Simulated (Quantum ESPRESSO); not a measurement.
Band-structure run, with input and output: Be

Be (2 atoms in the cell), computed with Kohn-Sham DFT of a periodic cell, r2SCAN, SG15 PBE 1.2, no spin polarisation (Quantum ESPRESSO 7.5).

The structure derives from an entry of the Crystallography Open Database.

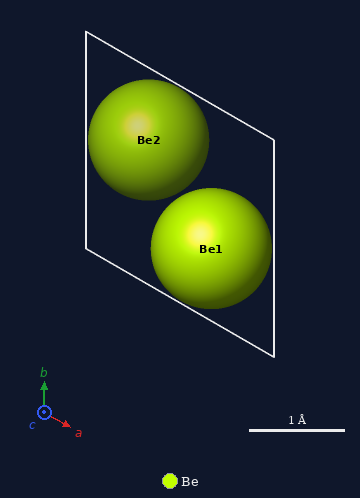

Figure 1. The structure (spheres-only view of the cell of the calculation, along the c axis; atoms are numbered from 1 in the order of the input).

### Summary

- outcome: converged
- space group (tolerance 0.01 Å): P6₃/mmc (194)
- electrons treated: 8
- free energy: −724.6775 eV
- Fermi energy of the self-consistent step: 8.919 eV
- gap on the k-point mesh: none (metallic)
- pressure: −2.36 GPa
- largest force (length of the vector): under 0.001 eV/Å
- hardware: 2 threads of Arm Neoverse V1, 24 GiB of memory available, shared host
- wall time: 70 s (CPU time 2.3 min)
- peak memory: 0.18 GiB

### Remarks

Further notes kept with the run: potentials made for another functional. Notes on the run: SCF correction compared to forces is large. Points of doubt noted for this run: coarse mesh; potentials made for another functional.

### Input file
```
&CONTROL
  calculation = 'scf'
  prefix = 'pwscf'
  outdir = './tmp'
  pseudo_dir = './pseudo'
  tprnfor = .true.
  tstress = .true.
  disk_io = 'low'
/
&SYSTEM
  ibrav = 0
  celldm(1) = 8
  nat = 2
  ntyp = 1
  ecutwfc = 70
  nbnd = 9
  input_dft = 'r2scan'
  occupations = 'smearing'
  smearing = 'fd'
  degauss = 0.00367493
  nosym = .true.
/
&ELECTRONS
  conv_thr = 1d-08
  electron_maxstep = 120
  mixing_beta = 0.5
/
ATOMIC_SPECIES
Be     9.0122 Be_ONCV_PBE-1.2.upf
CELL_PARAMETERS alat
  0.5398238890759   0.0000000000000   0.0000000000000
 -0.2699119445380   0.4675012015169   0.0000000000000
  0.0000000000000   0.0000000000000   0.8466445469855
ATOMIC_POSITIONS crystal
Be     0.6666666667    0.3333333333    0.7500000000
Be     0.3333333333    0.6666666667    0.2500000000
K_POINTS automatic
10 10 6 0 0 0
```

### File pp_density.in
```
&INPUTPP
  prefix = 'pwscf'
  outdir = './tmp'
  filplot = 'density.dat'
  plot_num = 0
/
&PLOT
  nfile = 1
  filepp(1) = 'density.dat'
  iflag = 3
  output_format = 6
  fileout = 'density.cube'
/
```

### File pp_potential.in
```
&INPUTPP
  prefix = 'pwscf'
  outdir = './tmp'
  filplot = 'potential.dat'
  plot_num = 11
/
&PLOT
  nfile = 1
  filepp(1) = 'potential.dat'
  iflag = 3
  output_format = 6
  fileout = 'potential.cube'
/
```

### File pp_elf.in
```
&INPUTPP
  prefix = 'pwscf'
  outdir = './tmp'
  filplot = 'elf.dat'
  plot_num = 8
/
&PLOT
  nfile = 1
  filepp(1) = 'elf.dat'
  iflag = 3
  output_format = 6
  fileout = 'elf.cube'
/
```

### File bands.in
```
&CONTROL
  calculation = 'bands'
  prefix = 'pwscf'
  outdir = './tmp'
  pseudo_dir = './pseudo'
  disk_io = 'low'
  verbosity = 'high'
/
&SYSTEM
  ibrav = 0
  celldm(1) = 8
  nat = 2
  ntyp = 1
  ecutwfc = 70
  nbnd = 9
  input_dft = 'r2scan'
  occupations = 'smearing'
  smearing = 'fd'
  degauss = 0.00367493
  nosym = .true.
/
&ELECTRONS
  conv_thr = 1d-08
  electron_maxstep = 120
  mixing_beta = 0.5
  diago_full_acc = .true.
  startingwfc = 'random'
/
ATOMIC_SPECIES
Be     9.0122 Be_ONCV_PBE-1.2.upf
CELL_PARAMETERS alat
  0.5398238890759   0.0000000000000   0.0000000000000
 -0.2699119445380   0.4675012015169   0.0000000000000
  0.0000000000000   0.0000000000000   0.8466445469855
ATOMIC_POSITIONS crystal
Be     0.6666666667    0.3333333333    0.7500000000
Be     0.3333333333    0.6666666667    0.2500000000
K_POINTS crystal
60
 0.0000000000  0.0000000000  0.0000000000 1
 0.0714285714  0.0000000000  0.0000000000 1
 0.1428571429  0.0000000000  0.0000000000 1
 0.2142857143  0.0000000000  0.0000000000 1
 0.2857142857  0.0000000000  0.0000000000 1
 0.3571428571  0.0000000000  0.0000000000 1
 0.4285714286  0.0000000000  0.0000000000 1
 0.5000000000  0.0000000000  0.0000000000 1
 0.4583333333  0.0833333333  0.0000000000 1
 0.4166666667  0.1666666667  0.0000000000 1
 0.3750000000  0.2500000000  0.0000000000 1
 0.3333333333  0.3333333333  0.0000000000 1
 0.2962962963  0.2962962963  0.0000000000 1
 0.2592592593  0.2592592593  0.0000000000 1
 0.2222222222  0.2222222222  0.0000000000 1
 0.1851851852  0.1851851852  0.0000000000 1
 0.1481481481  0.1481481481  0.0000000000 1
 0.1111111111  0.1111111111  0.0000000000 1
 0.0740740741  0.0740740741  0.0000000000 1
 0.0370370370  0.0370370370  0.0000000000 1
 0.0000000000  0.0000000000  0.0000000000 1
 0.0000000000  0.0000000000  0.1250000000 1
 0.0000000000  0.0000000000  0.2500000000 1
 0.0000000000  0.0000000000  0.3750000000 1
 0.0000000000  0.0000000000  0.5000000000 1
 0.0625000000  0.0000000000  0.5000000000 1
 0.1250000000  0.0000000000  0.5000000000 1
 0.1875000000  0.0000000000  0.5000000000 1
 0.2500000000  0.0000000000  0.5000000000 1
 0.3125000000  0.0000000000  0.5000000000 1
 0.3750000000  0.0000000000  0.5000000000 1
 0.4375000000  0.0000000000  0.5000000000 1
 0.5000000000  0.0000000000  0.5000000000 1
 0.4666666667  0.0666666667  0.5000000000 1
 0.4333333333  0.1333333333  0.5000000000 1
 0.4000000000  0.2000000000  0.5000000000 1
 0.3666666667  0.2666666667  0.5000000000 1
 0.3333333333  0.3333333333  0.5000000000 1
 0.3030303030  0.3030303030  0.5000000000 1
 0.2727272727  0.2727272727  0.5000000000 1
 0.2424242424  0.2424242424  0.5000000000 1
 0.2121212121  0.2121212121  0.5000000000 1
 0.1818181818  0.1818181818  0.5000000000 1
 0.1515151515  0.1515151515  0.5000000000 1
 0.1212121212  0.1212121212  0.5000000000 1
 0.0909090909  0.0909090909  0.5000000000 1
 0.0606060606  0.0606060606  0.5000000000 1
 0.0303030303  0.0303030303  0.5000000000 1
 0.0000000000  0.0000000000  0.5000000000 1
 0.5000000000  0.0000000000  0.5000000000 1
 0.5000000000  0.0000000000  0.4000000000 1
 0.5000000000  0.0000000000  0.3000000000 1
 0.5000000000  0.0000000000  0.2000000000 1
 0.5000000000  0.0000000000  0.1000000000 1
 0.5000000000  0.0000000000  0.0000000000 1
 0.3333333333  0.3333333333  0.0000000000 1
 0.3333333333  0.3333333333  0.1250000000 1
 0.3333333333  0.3333333333  0.2500000000 1
 0.3333333333  0.3333333333  0.3750000000 1
 0.3333333333  0.3333333333  0.5000000000 1
```

Command:
```bash
OMP_NUM_THREADS=1 mpirun -n 2 pw.x -nk 2 -in pw.in > pw.out
OMP_NUM_THREADS=1 mpirun -n 1 pp.x -in pp_density.in > pp_density.out
OMP_NUM_THREADS=1 mpirun -n 1 pp.x -in pp_potential.in > pp_potential.out
OMP_NUM_THREADS=1 mpirun -n 1 pp.x -in pp_elf.in > pp_elf.out
OMP_NUM_THREADS=1 mpirun -n 2 pw.x -nk 2 -in bands.in > bands.out
```

### Output
```
This program is part of the open-source Quantum ESPRESSO suite
     for quantum simulation of materials; please cite
         "P. Giannozzi et al., J. Phys.:Condens. Matter 21 395502 (2009);
         "P. Giannozzi et al., J. Phys.:Condens. Matter 29 465901 (2017);
         "P. Giannozzi et al., J. Chem. Phys. 152 154105 (2020);
          URL
     in publications or presentations arising from this work. More details at

     IMPORTANT: XC functional enforced from input :
     Exchange-correlation= R2SCAN
                           (   0   0   0   0   0 497 498)
     Any further DFT definition will be discarded
     Please, verify this is what you really want

     K-points division:     npool     =       2
     Subspace diagonalization in iterative solution of the eigenvalue problem:
     a serial algorithm will be used

     G-vector sticks info
     --------------------
     sticks:   dense  smooth     PW     G-vecs:    dense   smooth      PW
     Sum         361     361    121                 8689     8689    1797

     Using Slab Decomposition

     bravais-lattice index     =            0
     lattice parameter (alat)  =       8.0000  a.u.
     unit-cell volume          =     109.3971 (a.u.)^3
     number of atoms/cell      =            2
     number of atomic types    =            1
     number of electrons       =         8.00
     number of Kohn-Sham states=            9
     kinetic-energy cutoff     =      70.0000  Ry
     charge density cutoff     =     280.0000  Ry
     scf convergence threshold =      1.0E-08
     mixing beta               =       0.5000
     number of iterations used =            8  plain     mixing
     Exchange-correlation= R2SCAN
                           (   0   0   0   0   0 497 498)

     celldm(1)=   8.000000  celldm(2)=   0.000000  celldm(3)=   0.000000
     celldm(4)=   0.000000  celldm(5)=   0.000000  celldm(6)=   0.000000

     crystal axes: (cart. coord. in units of alat)
               a(1) = (   0.539824   0.000000   0.000000 )
               a(2) = (  -0.269912   0.467501   0.000000 )
               a(3) = (   0.000000   0.000000   0.846645 )

     reciprocal axes: (cart. coord. in units 2 pi/alat)
               b(1) = (  1.852456  1.069516 -0.000000 )
               b(2) = (  0.000000  2.139032  0.000000 )
               b(3) = (  0.000000 -0.000000  1.181133 )

     PseudoPot. # 1 for Be read from file:
     Be_ONCV_PBE-1.2.upf
     Pseudo is Norm-conserving, Zval =  4.0
     Generated using ONCVPSP code by D. R. Hamann
     Using radial grid of  602 points,  4 beta functions with:
                l(1) =   0
                l(2) =   0
                l(3) =   1
                l(4) =   1

     atomic species   valence    mass     pseudopotential
     Be                4.00     9.01220     Be( 1.00)

     No symmetry found

   Cartesian axes

     site n.     atom                  positions (alat units)
         1        Be     tau(   1) = (   0.2699119   0.1558337   0.6349834  )
         2        Be     tau(   2) = (  -0.0000000   0.3116675   0.2116611  )

     number of k points=   304  Fermi-Dirac smearing, width (Ry)=  0.0037

     Number of k-points >= 100: set verbosity='high' to print them.

     Dense  grid:     8689 G-vectors     FFT dimensions: (  24,  24,  40)

     WARNING: libxc functional with ID  497 depends
      on external parameters: check the user_guide of
      QE if you need to modify them or to check their
      default values.

     WARNING: libxc functional with ID  498 depends
      on external parameters: check the user_guide of
      QE if you need to modify them or to check their
      default values.

     Initial potential from superposition of free atoms

     starting charge       7.9502, renormalised to       8.0000
     Starting wfcs are random

     Self-consistent Calculation

     iteration #  1     ecut=    70.00 Ry     beta= 0.50
     Davidson diagonalization with overlap
     ethr =  1.00E-02,  avg # of iterations =  6.9

     total energy              =     -53.23470318 Ry
     estimated scf accuracy    <      35.74758255 Ry

     iteration #  2     ecut=    70.00 Ry     beta= 0.50
     Davidson diagonalization with overlap
     ethr =  1.00E-02,  avg # of iterations =  1.0

     total energy              =     -53.26120240 Ry
     estimated scf accuracy    <       8.83570926 Ry

     iteration #  3     ecut=    70.00 Ry     beta= 0.50
     Davidson diagonalization with overlap
     ethr =  1.00E-02,  avg # of iterations =  1.0

     total energy              =     -53.26276613 Ry
     estimated scf accuracy    <       0.00098090 Ry

     iteration #  4     ecut=    70.00 Ry     beta= 0.50
     Davidson diagonalization with overlap
     ethr =  1.23E-05,  avg # of iterations =  3.9

     total energy              =     -53.26281025 Ry
     estimated scf accuracy    <       0.00022295 Ry

     iteration #  5     ecut=    70.00 Ry     beta= 0.50
     Davidson diagonalization with overlap
     ethr =  2.79E-06,  avg # of iterations =  1.3

     total energy              =     -53.26281305 Ry
     estimated scf accuracy    <       0.00000372 Ry

     iteration #  6     ecut=    70.00 Ry     beta= 0.50
     Davidson diagonalization with overlap
     ethr =  4.65E-08,  avg # of iterations =  1.1

     total energy              =     -53.26281317 Ry
     estimated scf accuracy    <       0.00000083 Ry

     iteration #  7     ecut=    70.00 Ry     beta= 0.50
     Davidson diagonalization with overlap
     ethr =  1.04E-08,  avg # of iterations =  1.0

     total energy              =     -53.26281318 Ry
     estimated scf accuracy    <       0.00000003 Ry

     iteration #  8     ecut=    70.00 Ry     beta= 0.50
     Davidson diagonalization with overlap
     ethr =  3.82E-10,  avg # of iterations =  1.1

     End of self-consistent calculation

     Number of k-points >= 100: set verbosity='high' to print the bands.

     the Fermi energy is     8.9191 ev

!    total energy              =     -53.26281318 Ry
     estimated scf accuracy    <          1.6E-09 Ry
     smearing contrib. (-TS)   =      -0.00014669 Ry
     internal energy E=F+TS    =     -53.26266649 Ry

     The total energy is F=E-TS. E is the sum of the following terms:
     one-electron contribution =     -26.04551671 Ry
     hartree contribution      =       5.58566364 Ry
     xc contribution           =      -8.46147306 Ry
     ewald contribution        =     -24.34134036 Ry

     convergence has been achieved in   8 iterations

     Forces acting on atoms (cartesian axes, Ry/au):

     atom    1 type  1   force =    -0.00000001   -0.00000002    0.00000007
     atom    2 type  1   force =     0.00000001    0.00000002   -0.00000007

     Total force =     0.000000     Total SCF correction =     0.000000
     SCF correction compared to forces is large: reduce conv_thr to get better values

     Computing stress (Cartesian axis) and pressure

          total   stress  (Ry/bohr**3)                   (kbar)     P=      -23.57
  -0.00009250  -0.00000000   0.00000000          -13.61       -0.00        0.00
  -0.00000000  -0.00009250  -0.00000000           -0.00      -13.61       -0.00
   0.00000000  -0.00000000  -0.00029569            0.00       -0.00      -43.50

=------------------------------------------------------------------------------=
   JOB DONE.
=------------------------------------------------------------------------------=
```

### File pp_density.out
```
This program is part of the open-source Quantum ESPRESSO suite
     for quantum simulation of materials; please cite
         "P. Giannozzi et al., J. Phys.:Condens. Matter 21 395502 (2009);
         "P. Giannozzi et al., J. Phys.:Condens. Matter 29 465901 (2017);
         "P. Giannozzi et al., J. Chem. Phys. 152 154105 (2020);
          URL
     in publications or presentations arising from this work. More details at

     ./tmp/pwscf.save/

     WARNING: libxc functional with ID  497 depends
      on external parameters: check the user_guide of
      QE if you need to modify them or to check their
      default values.

     WARNING: libxc functional with ID  498 depends
      on external parameters: check the user_guide of
      QE if you need to modify them or to check their
      default values.

     IMPORTANT: XC functional enforced from input :
     Exchange-correlation= R2SCAN
                           (   0   0   0   0   0 497 498)
     Any further DFT definition will be discarded
     Please, verify this is what you really want

     G-vector sticks info
     --------------------
     sticks:   dense  smooth     PW     G-vecs:    dense   smooth      PW
     Sum         361     361    121                 8689     8689    1797

     Using Slab Decomposition

     Reading meta-gga kinetic term

     Calling punch_plot, plot_num =   0
     Writing data to file  density.dat
     Reading data from file  density.dat

     Writing data to be plotted to file density.cube
     Plot Type: 3D                     Output format: Gaussian cube

=------------------------------------------------------------------------------=
   JOB DONE.
=------------------------------------------------------------------------------=
```

### File pp_potential.out
```
This program is part of the open-source Quantum ESPRESSO suite
     for quantum simulation of materials; please cite
         "P. Giannozzi et al., J. Phys.:Condens. Matter 21 395502 (2009);
         "P. Giannozzi et al., J. Phys.:Condens. Matter 29 465901 (2017);
         "P. Giannozzi et al., J. Chem. Phys. 152 154105 (2020);
          URL
     in publications or presentations arising from this work. More details at

     ./tmp/pwscf.save/

     WARNING: libxc functional with ID  497 depends
      on external parameters: check the user_guide of
      QE if you need to modify them or to check their
      default values.

     WARNING: libxc functional with ID  498 depends
      on external parameters: check the user_guide of
      QE if you need to modify them or to check their
      default values.

     IMPORTANT: XC functional enforced from input :
     Exchange-correlation= R2SCAN
                           (   0   0   0   0   0 497 498)
     Any further DFT definition will be discarded
     Please, verify this is what you really want

     G-vector sticks info
     --------------------
     sticks:   dense  smooth     PW     G-vecs:    dense   smooth      PW
     Sum         361     361    121                 8689     8689    1797

     Using Slab Decomposition

     Reading meta-gga kinetic term

     Calling punch_plot, plot_num =  11
     Writing data to file  potential.dat
     Reading data from file  potential.dat

     Writing data to be plotted to file potential.cube
     Plot Type: 3D                     Output format: Gaussian cube

=------------------------------------------------------------------------------=
   JOB DONE.
=------------------------------------------------------------------------------=
```

### File pp_elf.out
```
This program is part of the open-source Quantum ESPRESSO suite
     for quantum simulation of materials; please cite
         "P. Giannozzi et al., J. Phys.:Condens. Matter 21 395502 (2009);
         "P. Giannozzi et al., J. Phys.:Condens. Matter 29 465901 (2017);
         "P. Giannozzi et al., J. Chem. Phys. 152 154105 (2020);
          URL
     in publications or presentations arising from this work. More details at

     ./tmp/pwscf.save/

     WARNING: libxc functional with ID  497 depends
      on external parameters: check the user_guide of
      QE if you need to modify them or to check their
      default values.

     WARNING: libxc functional with ID  498 depends
      on external parameters: check the user_guide of
      QE if you need to modify them or to check their
      default values.

     IMPORTANT: XC functional enforced from input :
     Exchange-correlation= R2SCAN
                           (   0   0   0   0   0 497 498)
     Any further DFT definition will be discarded
     Please, verify this is what you really want

     G-vector sticks info
     --------------------
     sticks:   dense  smooth     PW     G-vecs:    dense   smooth      PW
     Sum         361     361    121                 8689     8689    1797

     Using Slab Decomposition

     Reading meta-gga kinetic term

     Calling punch_plot, plot_num =   8
     Message from routine do_elf_kin:
     elf/kin + US not fully implemented
     Writing data to file  elf.dat
     Reading data from file  elf.dat

     Writing data to be plotted to file elf.cube
     Plot Type: 3D                     Output format: Gaussian cube

=------------------------------------------------------------------------------=
   JOB DONE.
=------------------------------------------------------------------------------=
```

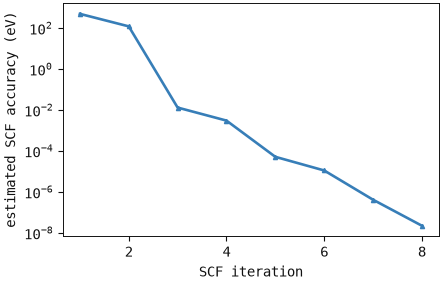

Figure 2. Convergence of the self-consistent field: estimated SCF accuracy against the iteration. The field takes 8 iterations in all.
